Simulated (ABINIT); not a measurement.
System: MgB2.

```
CELL_PARAMETERS angstrom
3.08500 0.00000 0.00000
-1.54250 2.67169 0.00000
0.00000 0.00000 3.52300
ATOMIC_POSITIONS crystal
Mg 0.01959 0.99359 0.99020
B 0.66441 0.32161 0.49171
B 0.33637 0.66639 0.50926
```

Space group P1; not relaxed (largest force 0.7 eV/Å); computed pressure about −2 GPa in this cell.

These are results of Kohn-Sham DFT of a periodic cell, PBEsol, PseudoDojo NC SR PBEsol v0.4.1 standard in ABINIT, not measurements.

### What can the converged electron localisation function tell about the bonding?

Mg–B (2.41 Å): the ELF peaks at about 0.65 in the valence shell of B, 0.9 Å from its nucleus, and is about 0.40 at the midpoint.
B–B (1.80 Å): the ELF peaks at about 0.90 between the atoms.
Mg–B (2.51 Å): the ELF peaks at about 0.60 in the valence shell of B, 0.9 Å from its nucleus, and is about 0.40 at the midpoint.
Mg–B (2.54 Å): the ELF peaks at about 0.60 in the valence shell of B, 0.9 Å from its nucleus, and is about 0.40 at the midpoint.

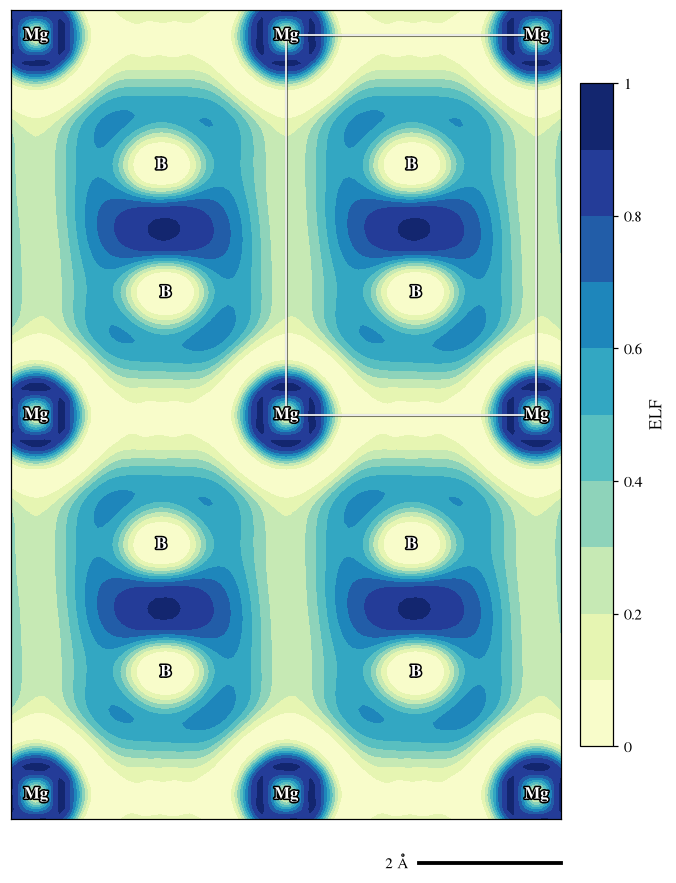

Computed electron localisation function on the (110) plane of the conventional cell. 

Core electrons are replaced by pseudopotentials, and the valence fields are smoothed inside the atomic spheres.
